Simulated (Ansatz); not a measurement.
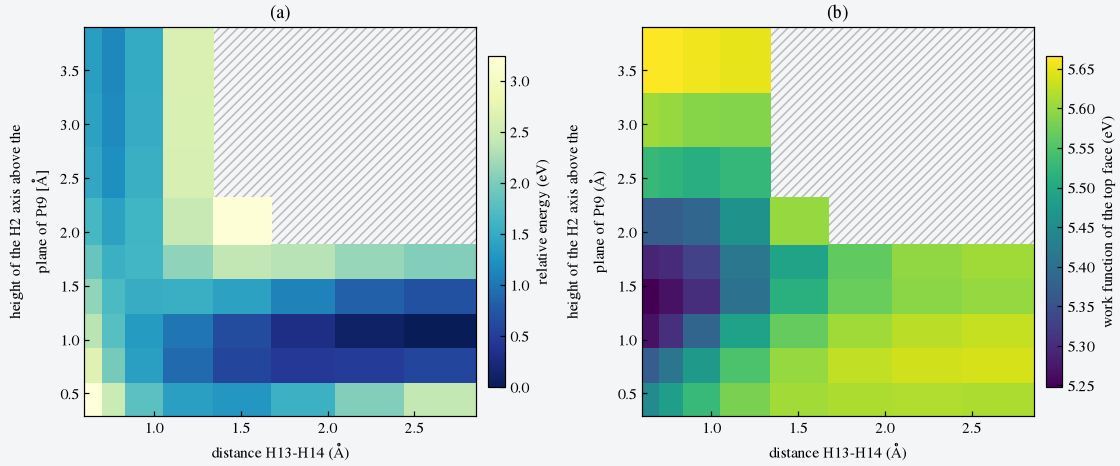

H₂ on a Pt(100) slab cut from the Fm-3m phase, its upper half relaxed before the scan (12 atoms of substrate and one adsorbate in a 2 × 2 cell). H2 lies flat over one site of a rigid substrate while its bond length and height are varied; it sits over a hollow of the top layer over the deeper atom Pt5, heights counted from the top plane, its axis along the first surface vector. First axis: distance H13-H14. Second axis: height of the H2 axis above the plane of Pt9. The grid has 8 × 9 points. At 15 points there is no value (left out: too close to the surface, or the stretched molecule far from it). Points are written as (first, second). All energies are given in eV relative to the lowest grid point. All numbers below come from DFT PBE, scalar-relativistic, plane waves, PAW (Ansatz). Settings: cutoff 420 eV, k-mesh 5×5×1, gaussian smearing 0.1 eV, no spin polarisation.

Panel (a) is the energy and panel (b) the computed work function of the top face on the same grid.

In the figure: one coloured cell a grid point, hatched blanks where no value was computed.

**How does the work function of the top face vary over the map, and what is it at the lowest grid point?**

Leaving out the highest fifth of the energies, it runs from 5.25 eV at (0.650 Å, 1.41 Å) to 5.67 eV at (0.650 Å, 3.60 Å). At the lowest grid point, (2.650 Å, 1.09 Å), it is 5.63 eV. That point lies on the edge of the scan.

PAW datasets: the set soft_1.
